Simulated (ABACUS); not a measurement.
# Single-point calculation at one volume of an equation of state, with input and output: InP (part 1 of 2)

- system: InP (F-43m, 2 atoms in the cell)
- method: Kohn-Sham DFT of a periodic cell, PBEsol, PseudoDojo NC SR 0.4.1 PBEsol standard, no spin polarisation (ABACUS 3.10.1)

The structure derives from an entry of the Crystallography Open Database. It belongs to a series of runs on one base structure; here: volume scaled by 0.98.

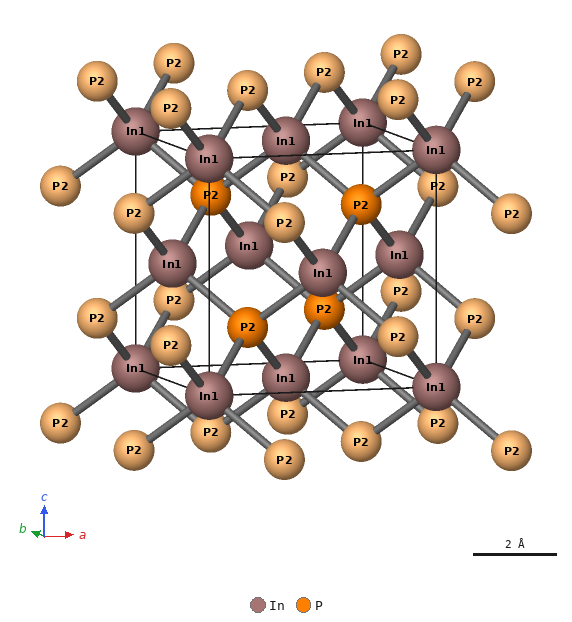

**Figure 1.** The structure (ball-and-stick view of the cell 4 times as large as that of the calculation, set on its symmetry axes, seen slightly off an axis; neighbours outside the cell are drawn fainter; atoms are numbered from 1 in the order of the input). An atom can appear more than once, as a periodic image. Near neighbours in the periodic cell (some may lie outside the picture): In has 4 P at 2.52 Å; P has 4 In at 2.52 Å.

Summary:

```csv
quantity,value
outcome,converged
space group (tolerance 0.01 Å),F-43m (216)
electrons treated,18
free energy,−1992.7854 eV
Fermi energy,7.695 eV
gap on the k-point mesh,0.72 eV
pressure,2.17 GPa
largest force (length of the vector),under 0.001 eV/Å
hardware,"4 threads of Intel Xeon (Granite Rapids), 96 GiB of memory available, shared host"
wall time,4.7 s (CPU time 18 s)
peak memory,0.36 GiB
```

Input:
```
INPUT_PARAMETERS
suffix              InP
calculation         scf
basis_type          pw
pseudo_dir          ./
symmetry            1
dft_functional      pbesol
ecutwfc             71
pseudo_rcut         7
nspin               1
nbands              13
ks_solver           dav
smearing_method     fd
smearing_sigma      0.00367493
scf_thr             1e-08
scf_nmax            100
mixing_type         broyden
mixing_beta         0.7
cal_force           1
cal_stress          1
kpar                4
```

File STRU:
```
ATOMIC_SPECIES
In 114.8180 In.upf
P 30.9738 P.upf

LATTICE_CONSTANT
1.8897261246

LATTICE_VECTORS
0.0000000000 2.9108316221 2.9108316221
2.9108316221 0.0000000000 2.9108316221
2.9108316221 2.9108316221 0.0000000000

ATOMIC_POSITIONS
Direct

In
0.0
1
0.0000000000 0.0000000000 0.0000000000 1 1 1

P
0.0
1
0.7500000000 0.7500000000 0.7500000000 1 1 1
```

File KPT:
```
K_POINTS
0
Gamma
8 8 8 0 0 0
```

Launched with:
```bash
OMP_NUM_THREADS=1 mpirun -np 4 abacus > log
```

Log:
```
ABACUS v3.10.1

               Atomic-orbital Based Ab-initio Computation at UStc

 ------------------------------------------------------------------------------------

 READING GENERAL INFORMATION
                           global_out_dir = OUT.InP/
                           global_in_card = INPUT
                               pseudo_dir = ./
                              orbital_dir =
                                    DSIZE = 4
                                    GSIZE = 1

 READING UNITCELL INFORMATION
                                    ntype = 2
                  lattice constant (Bohr) = 1.88973
              lattice constant (Angstrom) = 1

 READING ATOM TYPE 1
                               atom label = In
                      L=0, number of zeta = 1
                      L=1, number of zeta = 1
                      L=2, number of zeta = 1
             number of atom for this type = 1

 READING ATOM TYPE 2
                               atom label = P
                      L=0, number of zeta = 1
                      L=1, number of zeta = 1
                      L=2, number of zeta = 1
             number of atom for this type = 1

                        TOTAL ATOM NUMBER = 2
DIRECT COORDINATES
    atom                   x                   y                   z     mag                  vx                  vy                  vz
taud_In1            0.0000000000        0.0000000000        0.0000000000  0.0000        0.0000000000        0.0000000000        0.0000000000
taud_P1            0.7500000000        0.7500000000        0.7500000000  0.0000        0.0000000000        0.0000000000        0.0000000000

                          Volume (Bohr^3) = 332.872
                             Volume (A^3) = 49.3265

 Lattice vectors: (Cartesian coordinate: in unit of a_0)
                   +0            +2.91083            +2.91083
             +2.91083                  +0            +2.91083
             +2.91083            +2.91083                  +0
 Reciprocal vectors: (Cartesian coordinate: in unit of 2 pi/a_0)
            -0.171772           +0.171772           +0.171772
            +0.171772           -0.171772           +0.171772
            +0.171772           +0.171772           -0.171772
 The esolver type has been set to : ksdft_pw

                PAO radial cut off (Bohr) = 7

 Read in pseudopotential file is In.upf
                     pseudopotential type = NC
          exchange-correlation functional = PBESOL
                 nonlocal core correction = 1
                        valence electrons = 13
                                     lmax = 2
                           number of zeta = 3
                     number of projectors = 6
                           L of projector = 0
                           L of projector = 0
                           L of projector = 1
                           L of projector = 1
                           L of projector = 2
                           L of projector = 2
                PAO radial cut off (Bohr) = 7

 Read in pseudopotential file is P.upf
                     pseudopotential type = NC
          exchange-correlation functional = PBESOL
                 nonlocal core correction = 1
                        valence electrons = 5
                                     lmax = 2
                           number of zeta = 2
                     number of projectors = 6
                           L of projector = 0
                           L of projector = 0
                           L of projector = 1
                           L of projector = 1
                           L of projector = 2
                           L of projector = 2
     initial pseudo atomic orbital number = 13

 SETUP THE ELECTRONS NUMBER
            electron number of element In = 13
      total electron number of element In = 13
             electron number of element P = 5
       total electron number of element P = 5
            AUTOSET number of electrons:  = 18
                           occupied bands = 9
                                   NBANDS = 13
                                   NLOCAL = 18

%%%%%%%%%%%%%%%%%%%%%%%%%%%%%%%%%%%%%%%%%%%%%%%%%%%%%%%%%%%%%%%%%%%%%%%%%%%%%%%%%%%%%%%%%%%%%%%%%%%%%%%%%%
 Warning: the number of valence electrons in pseudopotential > 3 for In: [Kr] 4d10 5s2 5p1
 Pseudopotentials with additional electrons can yield (more) accurate outcomes, but may be less efficient.
 If you're confident that your chosen pseudopotential is appropriate, you can safely ignore this warning.
%%%%%%%%%%%%%%%%%%%%%%%%%%%%%%%%%%%%%%%%%%%%%%%%%%%%%%%%%%%%%%%%%%%%%%%%%%%%%%%%%%%%%%%%%%%%%%%%%%%%%%%%%%

 SETUP THE PLANE WAVE BASIS
 energy cutoff for charge/potential (unit:Ry) = 284
            fft grid for charge/potential = [ 45, 45, 45 ]
                        fft grid division = [ 1, 1, 1 ]
        big fft grid for charge/potential = [ 45, 45, 45 ]
                                     nbxx = 91125
                                     nrxx = 91125

 SETUP PLANE WAVES FOR CHARGE/POTENTIAL
                    number of plane waves = 26813
                         number of sticks = 1177

 PARALLEL PW FOR CHARGE/POTENTIAL
     PROC   COLUMNS(POT)             PW
        1           1177          26813
 --------------- sum -------------------
        1           1177          26813
                            number of |g| = 293
                                  max |g| = 25.6109
                                  min |g| = 0

----------- Double Check Mixing Parameters Begin ------------
mixing_type: broyden
mixing_beta: 0.7
mixing_gg0: 1
mixing_gg0_min: 0.1
mixing_ndim: 8
----------- Double Check Mixing Parameters End ------------

 LATTICE VECTORS: (CARTESIAN COORDINATE: IN UNIT OF A0)
                   +0            +2.91083            +2.91083
             +2.91083                  +0            +2.91083
             +2.91083            +2.91083                  +0
                       right hand lattice = 1
                                   NORM_A = 4.11654
                                   NORM_B = 4.11654
                                   NORM_C = 4.11654
                           ALPHA (DEGREE) = 60
                           BETA  (DEGREE) = 60
                           GAMMA (DEGREE) = 60

 The lattice vectors have been changed (STRU_SIMPLE.cif)

(for optimal symmetric configuration:)
                             BRAVAIS TYPE = 3
                     BRAVAIS LATTICE NAME = 03. Cubic F (face-centered)
                                    ibrav = 3
                                    IBRAV = 3
                                  BRAVAIS = FACE CENTERED CUBIC
                       LATTICE CONSTANT A = 5.82166
Original cell was already a primitive cell.
                        ROTATION MATRICES = 48
              PURE POINT GROUP OPERATIONS = 24
                   SPACE GROUP OPERATIONS = 24
                                       C2 = 3
                                       C3 = 8
                                       C4 = 0
                                       C6 = 0
                                       S1 = 6
                                       S3 = 0
                                       S4 = 6
                                       S6 = 0
                              POINT GROUP = T_d
                                       C2 = 3
                                       C3 = 8
                                       C4 = 0
                                       C6 = 0
                                       S1 = 6
                                       S3 = 0
                                       S4 = 6
                                       S6 = 0
               POINT GROUP IN SPACE GROUP = T_d

 SETUP K-POINTS
                                    nspin = 1
                   Input type of k points = Monkhorst-Pack(Gamma)
                                   nkstot = 512
                       right hand lattice = 1
(for reciprocal lattice: )
                             BRAVAIS TYPE = 2
                     BRAVAIS LATTICE NAME = 02. Cubic I (body-centered)
                                    ibrav = 2
                       right hand lattice = 1
(for k-lattice: )
                             BRAVAIS TYPE = 2
                     BRAVAIS LATTICE NAME = 02. Cubic I (body-centered)
                                    ibrav = 2
                       right hand lattice = 1
                        ROTATION MATRICES = 48
                               nkstot_ibz = 29
K-POINTS REDUCTION ACCORDING TO SYMMETRY
     IBZ    DIRECT_X    DIRECT_Y    DIRECT_Z  WEIGHT  ibz2bz
       1  0.00000000  0.00000000  0.00000000  0.0020       0
       2  0.12500000  0.12500000  0.12500000  0.0156       1
       3  0.25000000  0.25000000  0.25000000  0.0156       2
       4  0.37500000  0.37500000  0.37500000  0.0156       3
       5  0.50000000  0.50000000  0.50000000  0.0078       4
       6  0.12500000  0.12500000  0.00000000  0.0117       9
       7  0.25000000  0.25000000  0.12500000  0.0469      10
       8  0.37500000  0.37500000  0.25000000  0.0469      11
       9  0.50000000  0.50000000  0.37500000  0.0469      12
      10  0.50000000  0.37500000  0.37500000  0.0469      13
      11  0.37500000  0.25000000  0.25000000  0.0469      14
      12  0.12500000  0.12500000  0.25000000  0.0234      15
      13  0.25000000  0.25000000  0.00000000  0.0117      18
      14  0.37500000  0.37500000  0.12500000  0.0469      19
      15  0.50000000  0.50000000  0.25000000  0.0469      20
      16 -0.37500000  0.37500000  0.37500000  0.0469      21
      17  0.50000000  0.25000000  0.25000000  0.0234      22
      18  0.37500000  0.37500000  0.00000000  0.0117      27
      19  0.50000000  0.50000000  0.12500000  0.0469      28
      20 -0.25000000  0.37500000  0.37500000  0.0234      29
      21  0.50000000  0.50000000  0.00000000  0.0059      36
      22  0.37500000  0.25000000  0.12500000  0.0469      83
      23  0.50000000  0.37500000  0.25000000  0.0938      84
      24  0.50000000  0.37500000 -0.37500000  0.0469      85
      25  0.50000000  0.37500000  0.12500000  0.0469      92
      26  0.50000000  0.37500000 -0.25000000  0.0938      93
      27 -0.37500000  0.37500000  0.25000000  0.0469      94
      28 -0.12500000  0.50000000  0.37500000  0.0234     101
      29  0.50000000  0.25000000 -0.25000000  0.0117     166

                               nkstot now = 29
[... K-POINTS DIRECT COORDINATES: 29 rows ...]

           k-point number in this process = 8
       minimum distributed K point number = 7
[... stars of the k points ...]

[... K-POINTS CARTESIAN COORDINATES: 8 rows ...]

[... K-POINTS DIRECT COORDINATES: 8 rows ...]

 SETUP PLANE WAVES FOR WAVE FUNCTIONS
     energy cutoff for wavefunc (unit:Ry) = 71
              fft grid for wave functions = [ 45, 45, 45 ]
                    number of plane waves = 3943
                         number of sticks = 337

 PARALLEL PW FOR WAVE FUNCTIONS
     PROC   COLUMNS(POT)             PW
        1            337           3943
 --------------- sum -------------------
        1            337           3943

 SETUP NONLOCAL PSEUDOPOTENTIALS IN PLANE WAVE BASIS
 In non-local projectors:
 projector 1 L=0
 projector 2 L=0
 projector 3 L=1
 projector 4 L=1
 projector 5 L=2
 projector 6 L=2
 P non-local projectors:
 projector 1 L=0
 projector 2 L=0
 projector 3 L=1
 projector 4 L=1
 projector 5 L=2
 projector 6 L=2
      TOTAL NUMBER OF NONLOCAL PROJECTORS = 36

 Init Non-Local PseudoPotential table :
 Init Non-Local-Pseudopotential done.

                                     npwx = 3383

 Make real space PAO into reciprocal space.
       max mesh points in Pseudopotential = 701
     dq(describe PAO in reciprocal space) = 0.01
                                    max q = 1015
```
